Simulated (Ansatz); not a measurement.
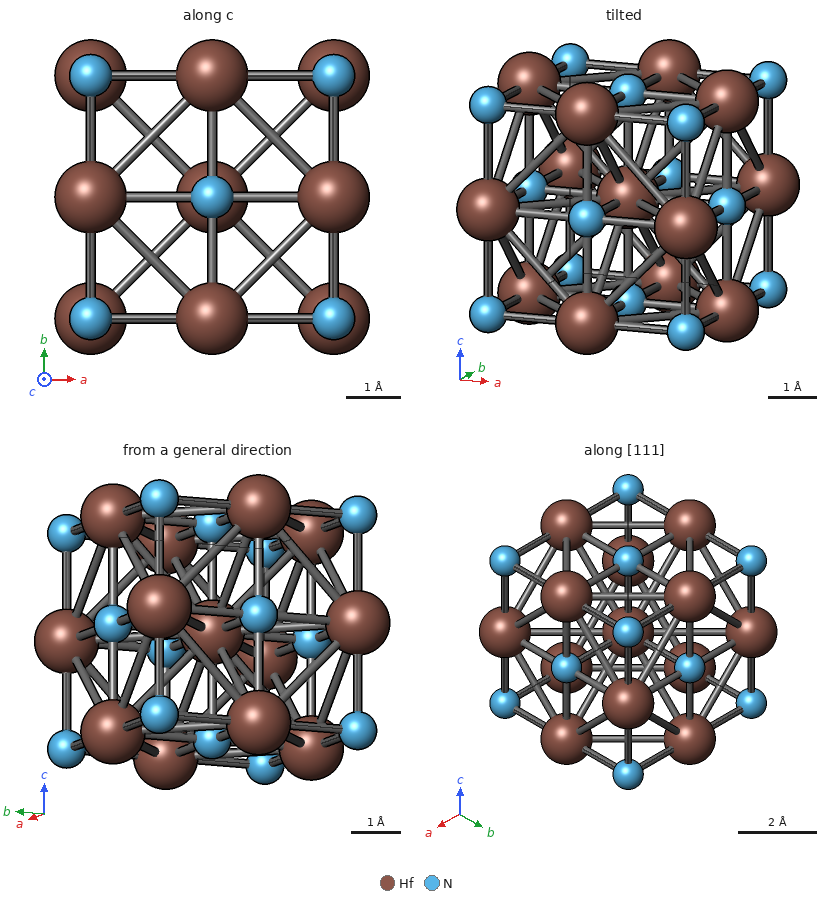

This ball-and-stick model is shown along the c axis, slightly off an axis, from a general direction and along [111]. Lines trace the edges of the conventional unit cell.

**What is the formula unit?**

HfN. The cell holds 4 Hf, 4 N, counting shared atoms by their share.

**Which of the Bravais lattices applies?**

Face-centred cubic.

**State the space group and its number.**

Fm-3m (No. 225), with Hf on 4b and N on 4a.

The structure was taken from a structure type known for this compound. The cell was then strained or its atoms displaced on purpose. It was run through Ansatz as a DFT input.
